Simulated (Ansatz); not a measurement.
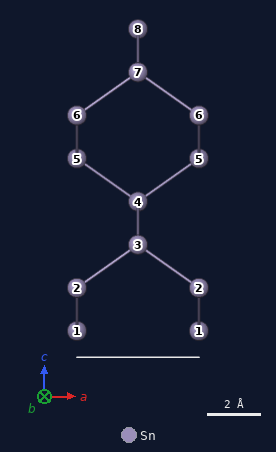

This is the input geometry for a relaxation of a slab of composition Sn (cut from the Fd-3m phase). A ball-and-stick model of the 1 × 2 repeat of the cell, outlined in the plane, without the vacuum, seen along the b axis.

Case: (1 0 0) slab, atoms relaxed. The slab is the (1 0 0) face of Sn.

These are results of DFT PBEsol, scalar-relativistic, plane waves, PAW in Ansatz, not measurements.

Input
```yaml
crystal:
  lattice:
    - [4.6255804191, 0.0, 0.0]
    - [0.0, 4.6255804191, 0.0]
    - [0.0, 0.0, 26.4477274845]
  atoms:
    - { symbol: Sn, position: [0.0, 0.5, 0.2835782395] }
    - { symbol: Sn, position: [0.0, 0.0, 0.3454130282] }
    - { symbol: Sn, position: [0.5, 0.0, 0.4072478169] }
    - { symbol: Sn, position: [0.5, 0.5, 0.4690826056] }
    - { symbol: Sn, position: [0.0, 0.5, 0.5309173944] }
    - { symbol: Sn, position: [0.0, 0.0, 0.5927521831] }
    - { symbol: Sn, position: [0.5, 0.0, 0.6545869718] }
    - { symbol: Sn, position: [0.5, 0.5, 0.7164217605] }
basis:
  ecutwfc: 420
kpoints:
  mp_grid: { grid: [8, 8, 1] }
hamiltonian:
  xc: pbesol
scf:
  occupations: { method: gaussian, width: 0.1 }
output:
  forces: true
  eigenvalues: true
relax:
  adjacent_minimum: "off"
  f_tol: 0.02
  max_steps: 60
efield:
  axis: 3
  dipole_correction: true
  ramp_width: 0.04
```

Run as
```bash
ansatz run input.yaml --threads 1 --pin off --max-ram 2560MiB --backend cpu --events-out ev --progress --plain --runs-dir out
```

Where does the relaxation end?

The largest moves relative to the layer's centre, 0.039 Å, are those of Sn1 and Sn8. Sn8 goes along the normal (+c). The lattice vectors keep their values. Some distances before and after: Sn1–Sn2 2.833 → 2.850 Å. After 2 geometry steps the energy has fallen by 3.3 meV per cell of the calculation. Largest force component: 0.11 eV/Å at the start, 0.011 eV/Å at the end. The run took 4.1 min on 1 thread of Arm Neoverse V2 (shared host), peak memory 0.99 GiB.

Step by step:

```
step  E − E(0), meV/atom  largest force component, eV/Å
   0                0.00                         0.1073
   1               -0.24                         0.0755
   2               -0.41                         0.0111
```
